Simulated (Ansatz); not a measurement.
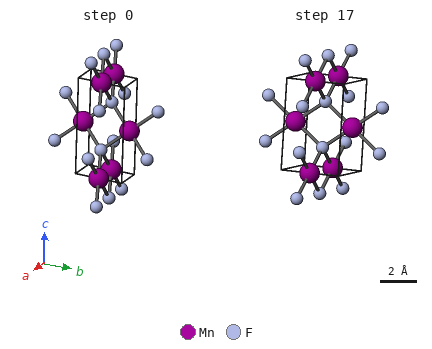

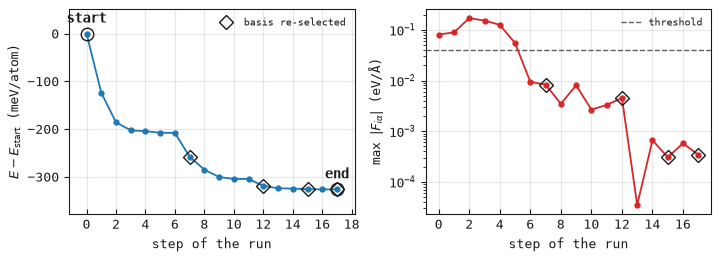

First and last geometry of a relaxation of a crystal of MnF (built on the tenorite_15 type) (coarse preliminary run), with the history of the run. The picture is a ball-and-stick view of the cell of the calculation, seen slightly off an axis.

Case: tenorite type (C2/c, No. 15).

The calculation used DFT PBE, scalar-relativistic, plane waves, PAW in Ansatz. Settings: plane-wave cutoff 420 eV; k-point mesh 6 × 6 × 4; occupations gaussian; smearing width 0.1 eV; collinear spin; cell and atoms relaxed; force threshold 0.04 eV/Å; at most 70 steps.

Q: Read the history and describe the run.

A: It converged. The largest moves relative to the cell, 0.39 Å, are those of F atoms. Mn stays in place. The volume changes by +32.6 %, with a = b 3.050 → 3.464 Å (+13.6 %), c 5.393 → 5.212 Å (−3.4 %), α 97.7° → 90.2°, β 97.7° → 90.2°, γ 72.3° → 89.9°. Near-neighbour distances that change, for instance: F–Mn 2.051 → 2.166 Å. Bond angles that change, for instance: Mn–F–Mn 145.8° → 111.7°, F–Mn–F 84.3° → 73.9°, F–Mn–F 95.7° → 106.1°. The space group stays C2/c (No. 15). After 13 accepted moves (17 points after the start) the energy has fallen by 326 meV per atom. The largest force component goes from 0.081 to 0.00034 eV/Å. The pressure goes from 24.25 to 0.01 GPa. The SCF was repeated 4 times at an unchanged geometry on a basis and grid sized afresh for the cell, which shifted the energy by 49.9 meV per atom at most.
